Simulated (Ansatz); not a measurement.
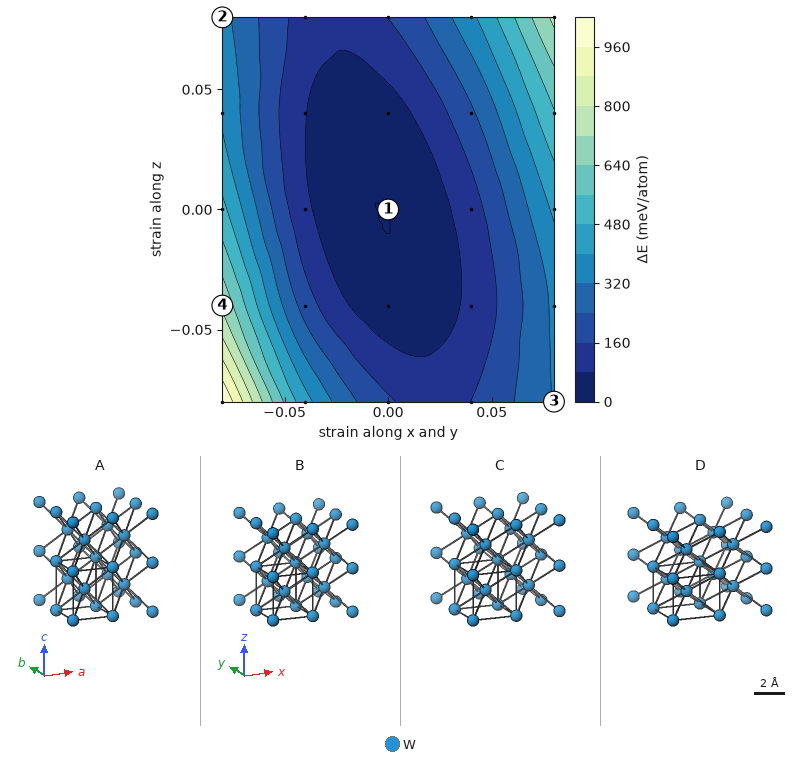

A scan of crystalline W (Im-3m): the cell is strained equally along x and y and separately along z, with the atoms kept at their fractional coordinates. x, y and z are the Cartesian axes of the input. The map is interpolated between the computed points (dots). The frames are shuffled; each belongs to one numbered point. A ball-and-stick model of the conventional cell (2 times the calculation's cell), repeated 2 × 2 × 2 with one cell outlined, seen slightly off an axis. Lengths and directions refer to the drawn axes.

Level of theory: DFT PBE, scalar-relativistic, plane waves, PAW in Ansatz 0.2.0. Set-up: plane-wave cutoff 420 eV; k-point mesh 20 × 20 × 20; occupations gaussian; smearing width 0.15 eV; no spin polarisation. Energies (free energies at the smearing named) are counted from the cell as listed in its source, which wasn't relaxed.

Q: Which frame belongs to which numbered point?

A: Point 1 is frame C, at (0.000, 0.000) and 0 meV/atom; 2 is frame A, at (−0.080, 0.080) and 343 meV/atom; 3 is frame D, at (0.080, −0.080) and 325 meV/atom; 4 is frame B, at (−0.080, −0.040) and 707 meV/atom. In pairs of (strain along x and y; strain along z): the lowest computed point lies at (0.000, 0.000) (0 meV/atom), the highest at (−0.080, −0.080) (1039 meV/atom). The valley is tilted: raising the in-plane strain is made harder by raising the strain along z (cross term 0.45 of the geometric mean of the two curvatures). Over the ranges scanned the energy rises more along the first axis, the in-plane strain. The pressure runs from −43.5 GPa at (0.080, 0.080) to 118.5 GPa at (−0.080, −0.080).
